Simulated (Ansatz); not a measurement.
**Single-point calculation, with input and output: MoTe2 (part 1 of 2)**

MoTe2 (slab, 3 atoms in the cell), computed with DFT HSE06, spin-orbit coupling, plane waves, PAW (Ansatz 0.2.0).

The structure derives from an entry of the Crystallography Open Database. Figures and captions count atoms from 1; the log counts them from 0 in places.

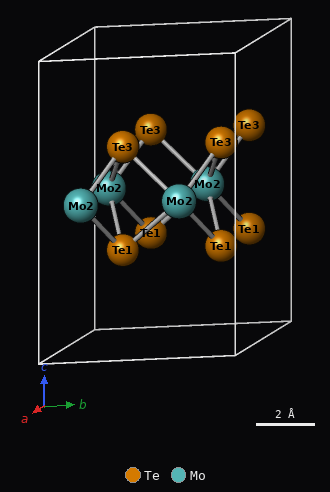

**Figure 1.** The structure as given in the input (ball-and-stick view of the 2 × 2 repeat of the cell, with the vacuum cut short, seen slightly off an axis; atoms are numbered from 1 in the order of the input). Near neighbours in the crystal (not all of them lie inside the picture): Te has 3 Mo at 2.72 Å; Mo has 6 Te at 2.72 Å.

Input file:
```yaml
crystal:
  lattice:
    - [3.5038242737, 0.0, 0.0]
    - [-1.7519121368, 3.0344008314, 0.0]
    - [0.0, 0.0, 33.2702845962]
  atoms:
    - { symbol: Te, position: [0.3333333333, 0.6666666667, 0.4453867163] }
    - { symbol: Mo, position: [0.6666666667, 0.3333333333, 0.5] }
    - { symbol: Te, position: [0.3333333333, 0.6666666667, 0.5546132837] }
  periodic: [true, true, false]
basis:
  ecutwfc: 420
kpoints:
  mp_grid: { grid: [6, 6, 1] }
  band_path:
    path: [[0.0, 0.0, 0.0], [0.5, 0.0, 0.0], [0.3333333333, 0.3333333333, 0.0]]
    npoints: 1
hamiltonian:
  xc: hse06
scf:
  occupations: { method: fixed }
  n_extra_bands: 12
output:
  eigenvalues: true
  write_density: true
  write_potential: true
  elf: true
  volumetric_format: npy
magnetization:
  noncollinear: true
  spin_orbit: true
```

Hardware: 4 threads of Arm Neoverse V1, 24 GiB of memory available, shared host.

Launched with:
```bash
ansatz run input.yaml --threads 4 --pin off --max-ram 10240MiB --backend cpu --events-out ev --progress --plain --runs-dir out
```

Log:
```
scf.n_extra_bands = 12 over 46 filled bands (N_el = 46.0): the run solves 58 bands
Engine: ansatz 0.2.0, aarch64-unknown-linux-gnu
Pseudopotentials: kind: paw_fr
Pseudopotential: Te, paw_fr, valence charge 16, recommended cutoff 420 eV (normal), Te.paw.azcp#standard-fr
Pseudopotential: Mo, paw_fr, valence charge 14, recommended cutoff 420 eV (normal), Mo.paw.azcp#standard-fr
Functional definition: HSE06
  parameter a = 0.25
  parameter omega = 0.11/bohr
  exchange = pbe_x - a*pbe_x_sr(omega) + a*exact_x_sr(omega)
  correlation = pbe_c
davidson cushion auto → on  (no smearing: the cushion is to keep the highest requested band from converging to the state above it; pin scf.eigensolver.cushion to override)
non-collinear run that drives no moment, with spin-orbit: no starting moment large enough to seed its density (crystal.atoms[].spin), no starting occupations that ask for one, no magnetisation constraint and no magnetic field, so the semilocal B_xc is pinned to zero
Crystal: 3 atoms, lattice volume = 353.730 Å³
Basis set: ecut = 420 eV, 6897 PW (Γ)
Bands: 58, of which v1, the nominal top of the filled ones, is band 46 counted from 1 (45 counted from 0)
Symmetry: 12 space group operations + 12 with time reversal
Magnetic group: BNS 187.210 (UNI 1440), of the structure as read, at distance tolerance 7.1e-5 Å
k-points: 7 of 36 (time reversal used)
Projection manifold: j_resolved (fully-relativistic pseudo-atomic orbitals)
Non-local potential: Te, projectors of the file, l = 0: 2, l = 1: 4, l = 2: 4, l = 3: 4
Non-local potential: Mo, projectors of the file, l = 0: 3, l = 1: 4, l = 2: 4, l = 3: 2
PAW form: soft (Blöchl's): semilocal exchange-correlation on the pseudo side does not see the compensation charge
PAW frozen core: Te, regenerated for the run's functional, and the local potential with it (the file was generated under x = pbe(κ = 0.804, μ = 0.2195149727645171), c = pbe(β = 0.06672455060314922))
PAW frozen core: Mo, regenerated for the run's functional, and the local potential with it (the file was generated under x = pbe(κ = 0.804, μ = 0.2195149727645171), c = pbe(β = 0.06672455060314922))
PAW one-centre angular grid: Te, 590 points (default); XC on 96 Gauss nodes
PAW one-centre angular grid: Mo, 590 points (default); XC on 96 Gauss nodes
Initial density: superposition of atomic densities (neutral atoms: chi_scale 0, normalization atom)
Initial wavefunctions: pseudopotential atomic-orbital guess
Functional: x = pbe(κ = 0.804, μ = 0.2195149727645171), c = pbe(β = 0.06672455060314922), warm-up for x = pbe(κ = 0.804, μ = 0.2195149727645171) + 0.25 (exact − pbe) at short range (hse, ω = 0.20786987370883472 Å⁻¹), c = pbe(β = 0.06672455060314922); HSE06 as pw.x's `hse` composes it (authors' and Libxc's form: `xc: wpbeh`)
iter 1 solved again at ethr=5.06e-3 eV; its pass at ethr=1.00e-1 eV (dr2=2.33e0 eV) is discarded
SCF iter   1: F=—  HF=-18923.962262 eV  |F-HF|=—  |Δ(HF+E_count)|=         —  Δρ=2.25e-2  dr2=2.44e0  dr2_m=0.00e0 (ungated)  ethr=5.06e-3  |M|=0.00e0 ∫|m|=0.00e0 μB  |m|>n=0.0e0 m-floor=0.0e0 τ_xc=0.0e0  β_m=0.30  ⟨swp⟩=9.4  Hψ=2558  notcnv=0
preconditioner: auto → none  [insulator: Δε(μ)=1.104 eV  Ē_g=8.201 eV  n_scr=20 (ndim 8)  ℏωp=8.4 eV  f_vac=0.758]
SCF iter   2: F=—  HF=-18923.465917 eV  |F-HF|=—  |Δ(HF+E_count)|=   4.96e-1  Δρ=1.01e-2  dr2=1.20e0  dr2_m=0.00e0 (ungated)  ethr=5.06e-3  |M|=0.00e0 ∫|m|=0.00e0 μB  |m|>n=0.0e0 m-floor=0.0e0 τ_xc=0.0e0  β_m=0.30  ⟨swp⟩=3.0  Hψ=1018  notcnv=0
SCF iter   3: F=—  HF=-18923.463600 eV  |F-HF|=—  |Δ(HF+E_count)|=   2.32e-3  Δρ=1.21e-2  dr2=1.34e0  dr2_m=0.00e0 (ungated)  ethr=2.60e-3  |M|=0.00e0 ∫|m|=0.00e0 μB  |m|>n=0.0e0 m-floor=0.0e0 τ_xc=0.0e0  β_m=0.24  ⟨swp⟩=4.3  Hψ=1043  notcnv=0  defer=2
iter 4 solved again at ethr=9.98e-5 eV; its pass at ethr=2.60e-3 eV (dr2=4.59e-2 eV) is discarded
SCF iter   4: F=—  HF=-18923.311363 eV  |F-HF|=—  |Δ(HF+E_count)|=   1.52e-1  Δρ=4.48e-3  dr2=4.57e-2  dr2_m=0.00e0 (ungated)  ethr=9.98e-5  |M|=0.00e0 ∫|m|=0.00e0 μB  |m|>n=0.0e0 m-floor=0.0e0 τ_xc=0.0e0  β_m=0.45  ⟨swp⟩=4.4  Hψ=1939  notcnv=0  defer=2
SCF iter   5: F=—  HF=-18923.305213 eV  |F-HF|=—  |Δ(HF+E_count)|=   6.15e-3  Δρ=8.72e-4  dr2=1.54e-3  dr2_m=0.00e0 (ungated)  ethr=9.93e-5  |M|=0.00e0 ∫|m|=0.00e0 μB  |m|>n=0.0e0 m-floor=0.0e0 τ_xc=0.0e0  β_m=0.61  ⟨swp⟩=3.1  Hψ=1000  notcnv=0  defer=2
SCF iter   6: F=-18923.304852 eV  HF=-18923.304884 eV  |F-HF|=3.23e-5  |Δ(HF+E_count)|=   3.29e-4  Δρ=2.24e-4  dr2=9.69e-5  dr2_m=0.00e0 (ungated)  ethr=3.35e-6  |M|=0.00e0 ∫|m|=0.00e0 μB  |m|>n=0.0e0 m-floor=0.0e0 τ_xc=0.0e0  ⟨swp⟩=4.6  Hψ=1294  notcnv=0  defer=2
SCF 1 stopped early in 6 iterations: F = -18923.304852 eV  dr2 = 9.69e-5
  greatest PAW one-centre occupation: 0.998 electrons in one spin orbital (limit 2), on the Mo atom at site 1 (counted from 0), in its partial waves of l = 0
Projection manifold: j_resolved (fully-relativistic pseudo-atomic orbitals)
Initial density: handed on by an earlier stage of this run
Initial wavefunctions: those handed on with the density
Functional: x = pbe(κ = 0.804, μ = 0.2195149727645171) + 0.25 (exact − pbe) at short range (hse, ω = 0.20786987370883472 Å⁻¹), c = pbe(β = 0.06672455060314922); HSE06 as pw.x's `hse` composes it (authors' and Libxc's form: `xc: wpbeh`)
Exchange kernel: α = 0.2500, screened, ω = 0.2079 Å⁻¹, Wigner–Seitz truncation, v(0) = 1046.0627 eV·Å³, q-mesh 6×6×1, nearest image of the exchange supercell L = 21.02 Å, pair-density grid 18×18×144, without the augmentation charges, whose exchange is taken in its separable form by FFT convolution over the k-point mesh (sized by the pseudopotential files, 24×24×225 at the most), smooth part of the exact exchange by density-matrix convolution
Frozen-core exchange: fock
SCF iter   1: F=—  HF=-18922.376928 eV  |F-HF|=—  |Δ(HF+E_count)|=         —  Δρ=4.92e-3  dr2=1.99e-1  dr2_m=0.00e0 (ungated)  ethr=2.11e-6  |M|=0.00e0 ∫|m|=0.00e0 μB  |m|>n=0.0e0 m-floor=0.0e0 τ_xc=0.0e0  β_m=0.30  ⟨swp⟩=13.1  Hψ=2214  notcnv=0
preconditioner: auto → none  [insulator: Δε(μ)=1.462 eV  Ē_g=8.922 eV  n_scr=20 (ndim 8)  ℏωp=8.4 eV  f_vac=0.763]
SCF iter   2: F=—  HF=-18922.347024 eV  |F-HF|=—  |Δ(HF+E_count)|=   2.99e-2  Δρ=9.18e-4  dr2=4.21e-3  dr2_m=0.00e0 (ungated)  ethr=2.11e-6  |M|=0.00e0 ∫|m|=0.00e0 μB  |m|>n=0.0e0 m-floor=0.0e0 τ_xc=0.0e0  β_m=0.52  ⟨swp⟩=5.0  Hψ=1560  notcnv=0
SCF iter   3: F=—  HF=-18922.353357 eV  |F-HF|=—  |Δ(HF+E_count)|=   6.33e-3  Δρ=4.10e-4  dr2=1.06e-3  dr2_m=0.00e0 (ungated)  ethr=2.11e-6  |M|=0.00e0 ∫|m|=0.00e0 μB  |m|>n=0.0e0 m-floor=0.0e0 τ_xc=0.0e0  β_m=0.52  ⟨swp⟩=4.4  Hψ=1328  notcnv=0  defer=2
SCF iter   4: F=—  HF=-18922.353156 eV  |F-HF|=—  |Δ(HF+E_count)|=   2.02e-4  Δρ=1.54e-4  dr2=3.92e-4  dr2_m=0.00e0 (ungated)  ethr=2.11e-6  |M|=0.00e0 ∫|m|=0.00e0 μB  |m|>n=0.0e0 m-floor=0.0e0 τ_xc=0.0e0  β_m=0.61  ⟨swp⟩=3.1  Hψ=976  notcnv=0
SCF iter   5: F=—  HF=-18922.353114 eV  |F-HF|=—  |Δ(HF+E_count)|=   4.18e-5  Δρ=7.71e-6  dr2=3.72e-5  dr2_m=0.00e0 (ungated)  ethr=7.00e-7  |M|=0.00e0 ∫|m|=0.00e0 μB  |m|>n=0.0e0 m-floor=0.0e0 τ_xc=0.0e0  β_m=0.74  ⟨swp⟩=3.3  Hψ=969  notcnv=0
SCF iter   6: F=—  HF=-18922.353332 eV  |F-HF|=—  |Δ(HF+E_count)|=   2.18e-4  Δρ=7.93e-5  dr2=8.78e-5  dr2_m=0.00e0 (ungated)  ethr=3.16e-10  |M|=0.00e0 ∫|m|=0.00e0 μB  |m|>n=0.0e0 m-floor=0.0e0 τ_xc=0.0e0  β_m=0.74  ⟨swp⟩=8.3  Hψ=2131  notcnv=0  defer=6
SCF iter   7: F=-18922.353319 eV  HF=-18922.353319 eV  |F-HF|=1.52e-7  |Δ(HF+E_count)|=   1.26e-5  Δρ=6.77e-6  dr2=1.75e-6  dr2_m=0.00e0 (ungated)  ethr=3.16e-10  |M|=0.00e0 ∫|m|=0.00e0 μB  |m|>n=0.0e0 m-floor=0.0e0 τ_xc=0.0e0  ⟨swp⟩=6.1  Hψ=1725  notcnv=0
SCF 2 stopped early in 7 iterations: F = -18922.353319 eV  dr2 = 1.75e-6
hybrid outer 1: dexx = +8.357e-3 eV, tail = 1.10e-4 eV
Projection manifold: j_resolved (fully-relativistic pseudo-atomic orbitals)
Exchange kernel: α = 0.2500, screened, ω = 0.2079 Å⁻¹, Wigner–Seitz truncation, v(0) = 1046.0627 eV·Å³, q-mesh 6×6×1, nearest image of the exchange supercell L = 21.02 Å, pair-density grid 18×18×144, without the augmentation charges, whose exchange is taken in its separable form by FFT convolution over the k-point mesh (sized by the pseudopotential files, 24×24×225 at the most), smooth part of the exact exchange by density-matrix convolution
Frozen-core exchange: fock
SCF iter   1: F=—  HF=-18922.353441 eV  |F-HF|=—  |Δ(HF+E_count)|=         —  Δρ=2.67e-5  dr2=4.43e-6  dr2_m=0.00e0 (ungated)  ethr=1.19e-6  |M|=0.00e0 ∫|m|=0.00e0 μB  |m|>n=0.0e0 m-floor=0.0e0 τ_xc=0.0e0  β_m=0.30  ⟨swp⟩=3.0  Hψ=908  notcnv=0
preconditioner: auto → none  [insulator: Δε(μ)=1.417 eV  Ē_g=8.886 eV  n_scr=20 (ndim 8)  ℏωp=8.4 eV  f_vac=0.764]
SCF iter   2: F=—  HF=-18922.353441 eV  |F-HF|=—  |Δ(HF+E_count)|=   3.03e-8  Δρ=1.64e-5  dr2=1.65e-6  dr2_m=0.00e0 (ungated)  ethr=9.15e-9  |M|=0.00e0 ∫|m|=0.00e0 μB  |m|>n=0.0e0 m-floor=0.0e0 τ_xc=0.0e0  β_m=0.65  ⟨swp⟩=4.7  Hψ=1220  notcnv=0
iter 3 solved again at ethr=2.60e-10 eV; its pass at ethr=3.11e-9 eV (dr2=1.20e-7 eV) is discarded
SCF iter   3: F=—  HF=-18922.353441 eV  |F-HF|=—  |Δ(HF+E_count)|=   1.55e-7  Δρ=6.50e-6  dr2=2.43e-7  dr2_m=0.00e0 (ungated)  ethr=2.60e-10  |M|=0.00e0 ∫|m|=0.00e0 μB  |m|>n=0.0e0 m-floor=0.0e0 τ_xc=0.0e0  β_m=0.61  ⟨swp⟩=3.6  Hψ=1974  notcnv=0
SCF iter   4: F=-18922.353442 eV  HF=-18922.353442 eV  |F-HF|=1.61e-8  |Δ(HF+E_count)|=   6.68e-7  Δρ=3.42e-6  dr2=3.97e-8  dr2_m=0.00e0 (ungated)  ethr=2.60e-10  |M|=0.00e0 ∫|m|=0.00e0 μB  |m|>n=0.0e0 m-floor=0.0e0 τ_xc=0.0e0  ⟨swp⟩=4.9  Hψ=1322  notcnv=0  defer=8
SCF 3 converged in 4 iterations: F = -18922.353442 eV  dr2 = 3.97e-8
```

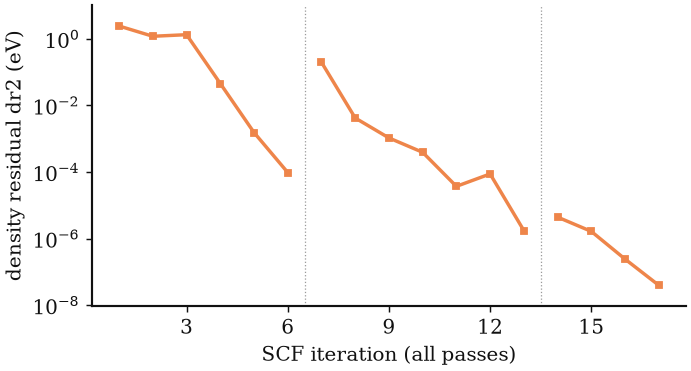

**Figure 2.** Convergence of the self-consistent field: density residual dr2 against the SCF iteration. The run starts with a semilocal functional; after that each stretch between dotted lines is one SCF of the hybrid functional between two exact rebuilds of the exchange operator by the outer loop. Early passes are stopped at a loose threshold. The passes take 6, 7 and 4 iterations.
